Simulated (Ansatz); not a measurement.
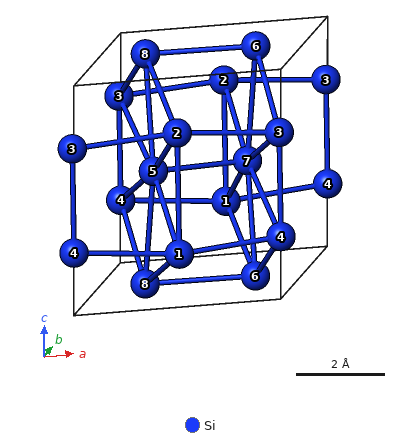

**Figure 1.** The input geometry (ball-and-stick view of the cell of the calculation, set on other vectors, seen slightly off an axis; atoms are numbered from 1 in the order of the input). An atom can appear more than once, as a periodic image.

**Run report: Si, geometry relaxation (part 1 of 3)**

The run: geometry relaxation of Si (8 atoms in the cell). Method and program: DFT r2SCAN, scalar-relativistic, plane waves, PAW, no spin polarisation (Ansatz 0.2.0).

The structure derives from a Materials Project entry. It belongs to a series of runs on one base structure; here: all atoms moved at random, sigma 0.05 A a component, cell strained at random, sigma 0.01; relaxed back. Figures and captions count atoms from 1; the log counts them from 0 in places.

## The input
```yaml
crystal:
  lattice:
    - [4.5949040247, -2.4791298907, 0.0172716938]
    - [4.5849266019, 2.4604206004, -0.0155355184]
    - [0.0010134763, -0.0359110652, 5.4151777928]
  atoms:
    - { symbol: Si, position: [0.4873230274, 0.5031378457, 0.7667124609] }
    - { symbol: Si, position: [0.5017670218, 0.5021261111, 0.2420249142] }
    - { symbol: Si, position: [0.0081556197, 0.9949235463, 0.2746208184] }
    - { symbol: Si, position: [1.0005814315, 0.0085358599, 0.7297767014] }
    - { symbol: Si, position: [0.7160169194, 0.7302491893, 0.4949030264] }
    - { symbol: Si, position: [0.2226598858, 0.2253714496, -0.0145888395] }
    - { symbol: Si, position: [0.2855570236, 0.2669784383, 0.5036695616] }
    - { symbol: Si, position: [0.7779390709, 0.7686775598, 0.0028813565] }
basis:
  ecutwfc: 500
kpoints:
  mp_grid: { grid: [8, 8, 6] }
hamiltonian:
  xc: r2scan
scf:
  occupations: { method: gaussian, width: 0.15 }
output:
  forces: true
  stress: true
  eigenvalues: true
  write_density: true
  write_potential: true
  elf: true
  volumetric_format: npy
relax:
  adjacent_minimum: "off"
  f_tol: 0.01
  max_steps: 80
  cell: { stress_tol: 0.1 }
```

Command:
```bash
ansatz run input.yaml --threads 2 --pin off --max-ram 5120MiB --backend cpu --events-out ev --progress --plain --runs-dir out
```

## What the program printed
```
Engine: ansatz 0.2.0, x86_64-unknown-linux-gnu
Pseudopotentials: kind: paw
Pseudopotential: Si, paw, valence charge 4, recommended cutoff 500 eV (meta_gga), Si.paw.azcp
Functional definition: r2SCAN
  parameter k0 = 0.174
  parameter k1 = 0.065
  parameter a1 = 4.9479
  exchange = r2scan_x(k0 = k0, k1 = k1, a1 = a1)
  correlation = r2scan_c
Crystal: 8 atoms, lattice volume = 122.768 Å³
Basis set: ecut = 500 eV, 3113 PW (Γ), exchange–correlation on 160×160×160 points (64 copies of the dense FFT grid, shifted against one another)
Bands: 24, of which v1, the nominal top of the filled ones, is band 16 counted from 1 (15 counted from 0)
Symmetry: 1 space group operations
Space group: P1 (ITA 1), of the structure as read, at distance tolerance 5.0e-5 Å
k-points: 196 of 384 (time reversal used)
Non-local potential: Si, projectors of the file, l = 0: 2, l = 1: 2, l = 2: 2
PAW form: soft (Blöchl's): semilocal exchange-correlation on the pseudo side does not see the compensation charge
PAW frozen core: Si, regenerated for the run's functional (the file was generated under x = pbe(κ = 0.804, μ = 0.2195149727645171), c = pbe(β = 0.06672455060314922))
PAW one-centre angular grid: Si, 302 points (default); XC on 160 Gauss nodes
Initial density: superposition of atomic densities (neutral atoms: chi_scale 0, normalization atom), corrected by the library's trained network
Initial wavefunctions: pseudopotential atomic-orbital guess
Functional: x = r2scan, c = r2scan; τ floored in thin density (d = 2e-4 eV/Å³)
SCF iter   1: F=—  HF=-5108.782588 eV  |F-HF|=—  |Δ(HF+E_count)|=         —  Δρ=4.50e-3  dr2=1.74e-2  dr2_τ=3.79e-2  ethr=1.77e-3  ⟨swp⟩=7.9  Hψ=28866  notcnv=0
preconditioner: auto → Kerker (q_TF=auto, 2.181 Å⁻¹)  [metal: Δε(μ)=0.012 eV  Ē_g=8.450 eV  σ=0.150 eV  W_gap=0.05  n_scr=20 (ndim 8)  ℏωp=19.0 eV  f_vac=0.000  D(μ)=2.59/eV (n_scr^D=20)]
SCF iter   2: F=—  HF=-5108.962320 eV  |F-HF|=—  |Δ(HF+E_count)|=   1.80e-1  Δρ=3.36e-3  dr2=9.04e-3  dr2_τ=3.61e-5  ethr=5.42e-5  ⟨swp⟩=2.0  Hψ=10559  notcnv=0  defer=412
SCF iter   3: F=—  HF=-5108.967563 eV  |F-HF|=—  |Δ(HF+E_count)|=   5.24e-3  Δρ=1.94e-4  dr2=3.50e-5  dr2_τ=1.46e-5  ethr=2.83e-5  ⟨swp⟩=2.0  Hψ=7410  notcnv=0  defer=412
SCF iter   4: F=—  HF=-5108.967802 eV  |F-HF|=—  |Δ(HF+E_count)|=   2.39e-4  Δρ=7.10e-5  dr2=5.48e-6  dr2_τ=5.86e-8  ethr=1.09e-7  ⟨swp⟩=2.0  Hψ=7485  notcnv=0  defer=412
SCF iter   5: F=—  HF=-5108.967808 eV  |F-HF|=—  |Δ(HF+E_count)|=   6.30e-6  Δρ=1.04e-5  dr2=1.11e-7  dr2_τ=2.04e-9  ethr=1.71e-8  ⟨swp⟩=2.0  Hψ=7449  notcnv=0  defer=412
SCF iter   6: F=-5108.967808 eV  HF=-5108.967808 eV  |F-HF|=8.45e-9  |Δ(HF+E_count)|=   1.10e-7  Δρ=2.99e-6  dr2=1.03e-8  dr2_τ=8.84e-11  ethr=3.13e-10  ⟨swp⟩=13.2  Hψ=34639  notcnv=0
SCF 1 converged in 6 iterations: F = -5108.967808 eV  dr2 = 1.03e-8
  greatest PAW one-centre occupation: 0.665 electrons in one spin orbital (limit 2), on the Si atom at site 7 (counted from 0), in its partial waves of l = 0
relax step   1: F+E_penalty+E_count = -5108.96780818 eV  Δ(F+E_penalty+E_count) = +0.000e0 eV  max|allowed force component| = 5.314e-1 eV/Å  Δτ_max = 0.0000 Å  P = -0.634 GPa  Ω = 122.768 Å³  (6 SCF iters, dr2 threshold 1.00e-7 eV, accepted)
Crystal: 8 atoms, lattice volume = 121.417 Å³
Basis set: ecut = 500 eV, 3097 PW (Γ), exchange–correlation on 160×160×160 points (64 copies of the dense FFT grid, shifted against one another)
Initial density: handed on by an earlier stage of this run
Initial wavefunctions: those handed on with the density
iter 1 solved again at ethr=5.20e-5 eV; its pass at ethr=3.10e-3 eV (dr2=1.66e-2 eV) is discarded
SCF iter   1: F=—  HF=-5109.022795 eV  |F-HF|=—  |Δ(HF+E_count)|=         —  Δρ=3.10e-3  dr2=1.73e-2  dr2_τ=1.14e-3  ethr=5.20e-5  ⟨swp⟩=1.3  Hψ=29117  notcnv=0
preconditioner: auto → Kerker (q_TF=auto, 2.185 Å⁻¹)  [metal: Δε(μ)=0.014 eV  Ē_g=8.481 eV  σ=0.150 eV  W_gap=0.05  n_scr=20 (ndim 8)  ℏωp=19.1 eV  f_vac=0.000  D(μ)=2.45/eV (n_scr^D=20)]
SCF iter   2: F=—  HF=-5109.025185 eV  |F-HF|=—  |Δ(HF+E_count)|=   2.39e-3  Δρ=1.97e-3  dr2=6.35e-3  dr2_τ=5.06e-6  ethr=5.20e-5  ⟨swp⟩=2.0  Hψ=7707  notcnv=0
SCF iter   3: F=—  HF=-5109.024319 eV  |F-HF|=—  |Δ(HF+E_count)|=   8.66e-4  Δρ=2.03e-4  dr2=5.25e-5  dr2_τ=7.50e-7  ethr=1.98e-5  ⟨swp⟩=2.6  Hψ=7455  notcnv=0
SCF iter   4: F=—  HF=-5109.024349 eV  |F-HF|=—  |Δ(HF+E_count)|=   3.04e-5  Δρ=8.73e-5  dr2=7.08e-6  dr2_τ=2.83e-8  ethr=1.64e-7  ⟨swp⟩=2.2  Hψ=7851  notcnv=0
SCF iter   5: F=-5109.024355 eV  HF=-5109.024355 eV  |F-HF|=2.87e-7  |Δ(HF+E_count)|=   6.01e-6  Δρ=1.66e-5  dr2=3.00e-7  dr2_τ=2.40e-9  ethr=2.50e-9  ⟨swp⟩=9.7  Hψ=38378  notcnv=0
SCF 2 converged in 5 iterations: F = -5109.024355 eV  dr2 = 3.00e-7
[... from here on the iterations of each SCF are left out, up to the last one ...]
relax step   2: F+E_penalty+E_count = -5109.02435544 eV  Δ(F+E_penalty+E_count) = -5.655e-2 eV  max|allowed force component| = 3.021e-1 eV/Å  Δτ_max = 0.0439 Å  P = +0.233 GPa  Ω = 121.417 Å³  energy of the carried Pulay correction = +7.753e-5 eV  (5 SCF iters, dr2 threshold 8.00e-7 eV, accepted)
Crystal: 8 atoms, lattice volume = 121.320 Å³
Basis set: ecut = 500 eV, 3105 PW (Γ), exchange–correlation on 160×160×160 points (64 copies of the dense FFT grid, shifted against one another)
preconditioner: auto → Kerker (q_TF=auto, 2.185 Å⁻¹)  [metal: Δε(μ)=0.007 eV  Ē_g=8.487 eV  σ=0.150 eV  W_gap=0.03  n_scr=20 (ndim 8)  ℏωp=19.1 eV  f_vac=0.000  D(μ)=2.48/eV (n_scr^D=20)]
SCF 3 converged in 5 iterations: F = -5109.055079 eV  dr2 = 1.98e-7
relax step   3: F+E_penalty+E_count = -5109.05507897 eV  Δ(F+E_penalty+E_count) = -3.072e-2 eV  max|allowed force component| = 1.670e-1 eV/Å  Δτ_max = 0.0291 Å  P = +0.469 GPa  Ω = 121.320 Å³  energy of the carried Pulay correction = +8.319e-5 eV  (5 SCF iters, dr2 threshold 8.00e-7 eV, accepted)
Crystal: 8 atoms, lattice volume = 121.340 Å³
Basis set: ecut = 500 eV, 3099 PW (Γ), exchange–correlation on 160×160×160 points (64 copies of the dense FFT grid, shifted against one another)
preconditioner: auto → Kerker (q_TF=auto, 2.185 Å⁻¹)  [metal: Δε(μ)=0.034 eV  Ē_g=8.483 eV  σ=0.150 eV  W_gap=0.13  n_scr=20 (ndim 8)  ℏωp=19.1 eV  f_vac=0.000  D(μ)=2.25/eV (n_scr^D=12)]
SCF 4 converged in 5 iterations: F = -5109.074981 eV  dr2 = 1.00e-7
relax step   4: F+E_penalty+E_count = -5109.07498110 eV  Δ(F+E_penalty+E_count) = -1.990e-2 eV  max|allowed force component| = 5.164e-3 eV/Å  Δτ_max = 0.0296 Å  P = +0.134 GPa  Ω = 121.340 Å³  energy of the carried Pulay correction = +8.199e-5 eV  (5 SCF iters, dr2 threshold 8.00e-7 eV, accepted)
Crystal: 8 atoms, lattice volume = 121.528 Å³
preconditioner: auto → Kerker (q_TF=auto, 2.184 Å⁻¹)  [metal: Δε(μ)=0.015 eV  Ē_g=8.479 eV  σ=0.150 eV  W_gap=0.06  n_scr=20 (ndim 8)  ℏωp=19.1 eV  f_vac=0.000  D(μ)=2.22/eV (n_scr^D=12)]
SCF 5 converged in 5 iterations: F = -5109.075053 eV  dr2 = 6.38e-8
relax step   5: F+E_penalty+E_count = -5109.07505312 eV  Δ(F+E_penalty+E_count) = -7.202e-5 eV  max|allowed force component| = 4.104e-2 eV/Å  Δτ_max = 0.0490 Å  P = +0.198 GPa  Ω = 121.528 Å³  energy of the carried Pulay correction = +7.113e-5 eV  (5 SCF iters, dr2 threshold 2.86e-7 eV, accepted)
Crystal: 8 atoms, lattice volume = 121.748 Å³
Basis set: ecut = 500 eV, 3123 PW (Γ), exchange–correlation on 160×160×160 points (64 copies of the dense FFT grid, shifted against one another)
preconditioner: auto → Kerker (q_TF=auto, 2.184 Å⁻¹)  [metal: Δε(μ)=0.012 eV  Ē_g=8.470 eV  σ=0.150 eV  W_gap=0.04  n_scr=20 (ndim 8)  ℏωp=19.0 eV  f_vac=0.000  D(μ)=2.24/eV (n_scr^D=12)]
SCF 6 converged in 3 iterations: F = -5109.076628 eV  dr2 = 6.22e-7
relax step   6: F+E_penalty+E_count = -5109.07662825 eV  Δ(F+E_penalty+E_count) = -1.575e-3 eV  max|allowed force component| = 4.448e-2 eV/Å  Δτ_max = 0.0108 Å  P = +0.032 GPa  Ω = 121.748 Å³  energy of the carried Pulay correction = +5.844e-5 eV  (3 SCF iters, dr2 threshold 8.00e-7 eV, accepted)
Crystal: 8 atoms, lattice volume = 124.206 Å³
Basis set: ecut = 500 eV, 3155 PW (Γ), exchange–correlation on 160×160×160 points (64 copies of the dense FFT grid, shifted against one another)
preconditioner: auto → Kerker (q_TF=auto, 2.176 Å⁻¹)  [metal: Δε(μ)=0.003 eV  Ē_g=8.375 eV  σ=0.150 eV  W_gap=0.01  n_scr=20 (ndim 8)  ℏωp=18.8 eV  f_vac=0.000  D(μ)=2.77/eV (n_scr^D=20)]
SCF 7 converged in 6 iterations: F = -5109.050054 eV  dr2 = 1.86e-7
relax step   7: F+E_penalty+E_count = -5109.05005397 eV  Δ(F+E_penalty+E_count) = +2.657e-2 eV  max|allowed force component| = 4.471e-1 eV/Å  Δτ_max = 0.1999 Å  P = -1.581 GPa  Ω = 124.206 Å³  energy of the carried Pulay correction = -8.105e-5 eV  (6 SCF iters, dr2 threshold 6.02e-7 eV, rejected (line search))
Crystal: 8 atoms, lattice volume = 121.262 Å³
preconditioner: auto → Kerker (q_TF=auto, 2.185 Å⁻¹)  [metal: Δε(μ)=0.002 eV  Ē_g=8.498 eV  σ=0.150 eV  W_gap=0.01  n_scr=20 (ndim 8)  ℏωp=19.1 eV  f_vac=0.000  D(μ)=2.49/eV (n_scr^D=20)]
SCF 8 converged in 8 iterations: F = -5109.094410 eV  dr2 = 3.54e-11
relax step   8: F+E_penalty+E_count = -5109.09441017 eV  Δ(F+E_penalty+E_count) = -1.778e-2 eV  max|allowed force component| = 9.314e-2 eV/Å  Δτ_max = 0.0999 Å  P = +0.581 GPa  Ω = 121.262 Å³  energy of the carried Pulay correction = +8.652e-5 eV  (8 SCF iters, accepted)
Crystal: 8 atoms, lattice volume = 122.035 Å³
Basis set: ecut = 500 eV, 3115 PW (Γ), exchange–correlation on 160×160×160 points (64 copies of the dense FFT grid, shifted against one another)
preconditioner: auto → Kerker (q_TF=auto, 2.183 Å⁻¹)  [metal: Δε(μ)=0.012 eV  Ē_g=8.463 eV  σ=0.150 eV  W_gap=0.04  n_scr=20 (ndim 8)  ℏωp=19.0 eV  f_vac=0.000  D(μ)=2.77/eV (n_scr^D=20)]
SCF 9 converged in 5 iterations: F = -5109.114685 eV  dr2 = 3.79e-7
relax step   9: F+E_penalty+E_count = -5109.11468542 eV  Δ(F+E_penalty+E_count) = -2.028e-2 eV  max|allowed force component| = 3.399e-2 eV/Å  Δτ_max = 0.1000 Å  P = -0.140 GPa  Ω = 122.035 Å³  energy of the carried Pulay correction = +4.191e-5 eV  (5 SCF iters, dr2 threshold 8.00e-7 eV, accepted)
Crystal: 8 atoms, lattice volume = 122.252 Å³
preconditioner: auto → Kerker (q_TF=auto, 2.182 Å⁻¹)  [metal: Δε(μ)=0.007 eV  Ē_g=8.458 eV  σ=0.150 eV  W_gap=0.02  n_scr=20 (ndim 8)  ℏωp=19.0 eV  f_vac=0.000  D(μ)=2.99/eV (n_scr^D=20)]
SCF 10 converged in 6 iterations: F = -5109.117768 eV  dr2 = 1.68e-7
relax step  10: F+E_penalty+E_count = -5109.11776823 eV  Δ(F+E_penalty+E_count) = -3.083e-3 eV  max|allowed force component| = 8.490e-2 eV/Å  Δτ_max = 0.1500 Å  P = -0.355 GPa  Ω = 122.252 Å³  energy of the carried Pulay correction = +2.947e-5 eV  (6 SCF iters, dr2 threshold 8.00e-7 eV, accepted)
Crystal: 8 atoms, lattice volume = 116.226 Å³
Basis set: ecut = 500 eV, 2957 PW (Γ), exchange–correlation on 160×160×160 points (64 copies of the dense FFT grid, shifted against one another)
preconditioner: auto → Kerker (q_TF=auto, 2.201 Å⁻¹)  [metal: Δε(μ)=0.006 eV  Ē_g=8.705 eV  σ=0.150 eV  W_gap=0.02  n_scr=20 (ndim 8)  ℏωp=19.5 eV  f_vac=0.000  D(μ)=2.91/eV (n_scr^D=20)]
SCF 11 converged in 6 iterations: F = -5108.412171 eV  dr2 = 1.83e-7
relax step  11: F+E_penalty+E_count = -5108.41217111 eV  Δ(F+E_penalty+E_count) = +7.056e-1 eV  max|allowed force component| = 1.312e0 eV/Å  Δτ_max = 0.1481 Å  P = +7.764 GPa  Ω = 116.226 Å³  energy of the carried Pulay correction = +3.892e-4 eV  (6 SCF iters, dr2 threshold 8.00e-7 eV, rejected (line search))
Crystal: 8 atoms, lattice volume = 120.960 Å³
Basis set: ecut = 500 eV, 3069 PW (Γ), exchange–correlation on 160×160×160 points (64 copies of the dense FFT grid, shifted against one another)
preconditioner: auto → Kerker (q_TF=auto, 2.186 Å⁻¹)  [metal: Δε(μ)=0.007 eV  Ē_g=8.500 eV  σ=0.150 eV  W_gap=0.03  n_scr=20 (ndim 8)  ℏωp=19.1 eV  f_vac=0.000  D(μ)=2.73/eV (n_scr^D=20)]
SCF 12 converged in 9 iterations: F = -5109.115743 eV  dr2 = 1.17e-11
relax step  12: F+E_penalty+E_count = -5109.11574271 eV  Δ(F+E_penalty+E_count) = +2.026e-3 eV  max|allowed force component| = 5.593e-2 eV/Å  Δτ_max = 0.0819 Å  P = +0.975 GPa  Ω = 120.960 Å³  energy of the carried Pulay correction = +1.041e-4 eV  (9 SCF iters, rejected (line search))
Crystal: 8 atoms, lattice volume = 121.893 Å³
Basis set: ecut = 500 eV, 3101 PW (Γ), exchange–correlation on 160×160×160 points (64 copies of the dense FFT grid, shifted against one another)
preconditioner: auto → Kerker (q_TF=auto, 2.183 Å⁻¹)  [metal: Δε(μ)=0.006 eV  Ē_g=8.471 eV  σ=0.150 eV  W_gap=0.02  n_scr=20 (ndim 8)  ℏωp=19.0 eV  f_vac=0.000  D(μ)=2.82/eV (n_scr^D=20)]
SCF 13 converged in 8 iterations: F = -5109.127538 eV  dr2 = 7.84e-11
relax step  13: F+E_penalty+E_count = -5109.12753817 eV  Δ(F+E_penalty+E_count) = -9.770e-3 eV  max|allowed force component| = 1.113e-2 eV/Å  Δτ_max = 0.0339 Å  P = -0.028 GPa  Ω = 121.893 Å³  energy of the carried Pulay correction = +5.004e-5 eV  (8 SCF iters, accepted)
Crystal: 8 atoms, lattice volume = 121.427 Å³
Basis set: ecut = 500 eV, 3081 PW (Γ), exchange–correlation on 160×160×160 points (64 copies of the dense FFT grid, shifted against one another)
preconditioner: auto → Kerker (q_TF=auto, 2.185 Å⁻¹)  [metal: Δε(μ)=0.022 eV  Ē_g=8.490 eV  σ=0.150 eV  W_gap=0.08  n_scr=20 (ndim 8)  ℏωp=19.1 eV  f_vac=0.000  D(μ)=2.83/eV (n_scr^D=20)]
SCF 14 converged in 5 iterations: F = -5109.127644 eV  dr2 = 4.00e-8
relax step  14: F+E_penalty+E_count = -5109.12764386 eV  Δ(F+E_penalty+E_count) = -1.057e-4 eV  max|allowed force component| = 5.349e-3 eV/Å  Δτ_max = 0.0318 Å  P = +0.201 GPa  Ω = 121.427 Å³  energy of the carried Pulay correction = +7.698e-5 eV  (5 SCF iters, dr2 threshold 1.50e-7 eV, accepted)
Crystal: 8 atoms, lattice volume = 121.681 Å³
Basis set: ecut = 500 eV, 3085 PW (Γ), exchange–correlation on 160×160×160 points (64 copies of the dense FFT grid, shifted against one another)
preconditioner: auto → Kerker (q_TF=auto, 2.184 Å⁻¹)  [metal: Δε(μ)=0.007 eV  Ē_g=8.480 eV  σ=0.150 eV  W_gap=0.03  n_scr=20 (ndim 8)  ℏωp=19.0 eV  f_vac=0.000  D(μ)=2.82/eV (n_scr^D=20)]
SCF 15 converged in 4 iterations: F = -5109.128043 eV  dr2 = 1.70e-7
  greatest PAW one-centre occupation: 0.663 electrons in one spin orbital (limit 2), on the Si atom at site 1 (counted from 0), in its partial waves of l = 0
relax step  15: F+E_penalty+E_count = -5109.12804278 eV  Δ(F+E_penalty+E_count) = -3.989e-4 eV  max|allowed force component| = 1.112e-3 eV/Å  Δτ_max = 0.0076 Å  P = +0.017 GPa  Ω = 121.681 Å³  energy of the carried Pulay correction = +6.228e-5 eV  (4 SCF iters, dr2 threshold 4.39e-7 eV, accepted)
Basis set: ecut = 500 eV, 3085 PW (Γ), exchange–correlation on 160×160×180 points (64 copies of the dense FFT grid, shifted against one another)
Initial wavefunctions: pseudopotential atomic-orbital guess (no wavefunctions were taken with the density)
iter 1 solved again at ethr=8.50e-8 eV; its pass at ethr=3.10e-3 eV (dr2=2.72e-5 eV) is discarded
SCF iter   1: F=—  HF=-5109.127840 eV  |F-HF|=—  |Δ(HF+E_count)|=         —  Δρ=3.62e-5  dr2=2.70e-7  dr2_τ=2.21e-7  ethr=8.50e-8  ⟨swp⟩=3.0  Hψ=40865  notcnv=0
SCF iter   2: F=—  HF=-5109.127855 eV  |F-HF|=—  |Δ(HF+E_count)|=   1.53e-5  Δρ=1.99e-5  dr2=1.04e-7  dr2_τ=5.95e-9  ethr=8.43e-10  ⟨swp⟩=2.0  Hψ=7861  notcnv=0
SCF iter   3: F=—  HF=-5109.127856 eV  |F-HF|=—  |Δ(HF+E_count)|=   8.34e-7  Δρ=2.04e-6  dr2=1.81e-9  dr2_τ=7.76e-11  ethr=3.25e-10  ⟨swp⟩=2.0  Hψ=7875  notcnv=0
SCF iter   4: F=-5109.127856 eV  HF=-5109.127856 eV  |F-HF|=2.69e-10  |Δ(HF+E_count)|=   7.71e-9  Δρ=3.75e-7  dr2=1.19e-10  dr2_τ=2.88e-12  ethr=1.00e-12  ⟨swp⟩=8.4  Hψ=25984  notcnv=0
SCF 16 converged in 4 iterations: F = -5109.127856 eV  dr2 = 1.19e-10
relax step  16: F+E_penalty+E_count = -5109.12785585 eV  Δ(F+E_penalty+E_count) = +1.869e-4 eV  max|allowed force component| = 1.162e-3 eV/Å  Δτ_max = 0.0000 Å  P = +0.018 GPa  Ω = 121.681 Å³  stress off target by 5.97e-2 GPa  SCF on the basis re-selected at this cell (its energy is not comparable with the rows above)  (4 SCF iters)
```

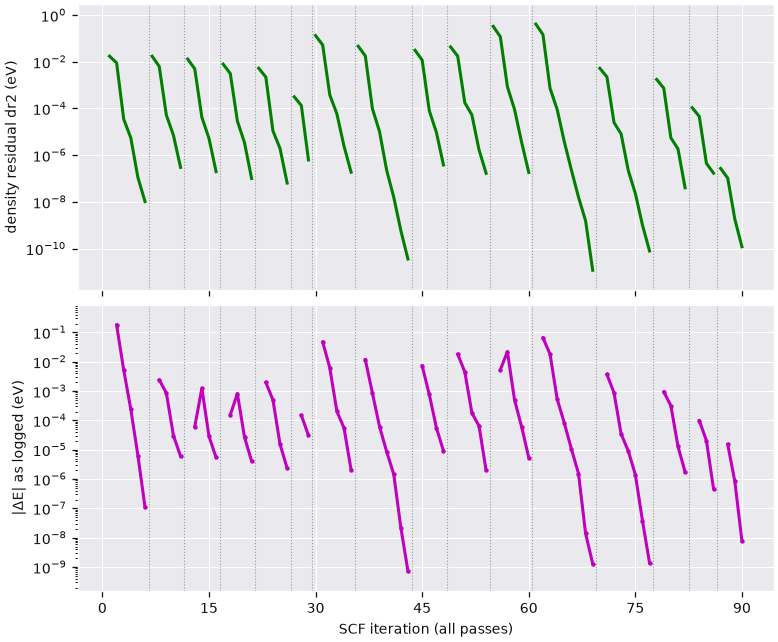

**Figure 2.** Convergence of the self-consistent field: density residual dr2 and size of the energy change against the SCF iteration. The dotted lines part the SCF passes of the relaxation: geometry steps, rejected trials and re-solves on a re-selected basis. The 16 passes take 3 to 9 iterations each, 90 in all.

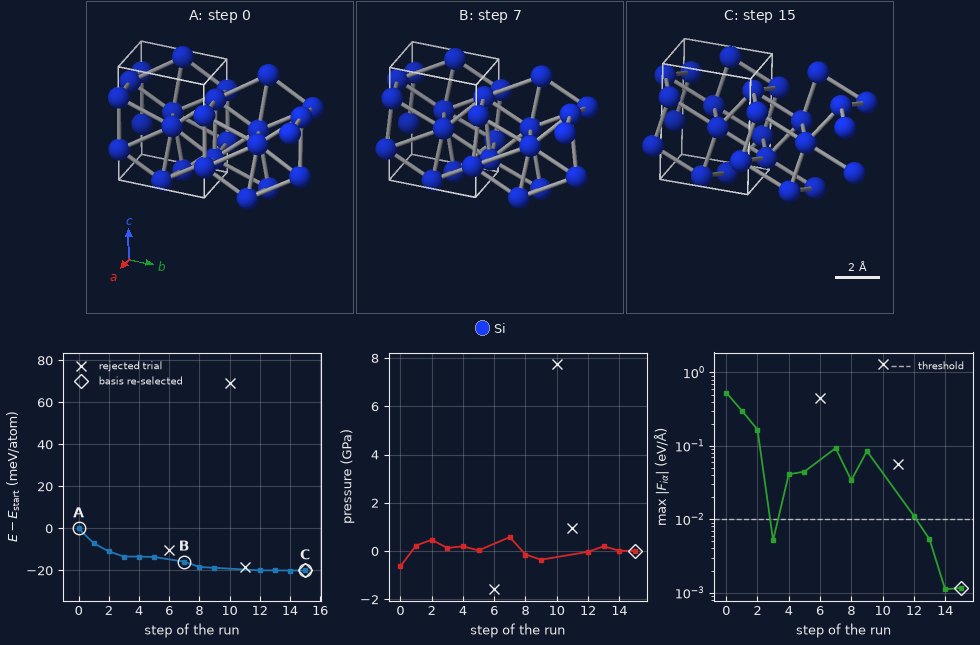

**Figure 3.** Frames of the relaxation (ball-and-stick view of the reduced cell, repeated 1 × 2 × 1, seen slightly off an axis) above the curves, on which the letters mark them (the first geometry is step 0 here and step 1 in the log).
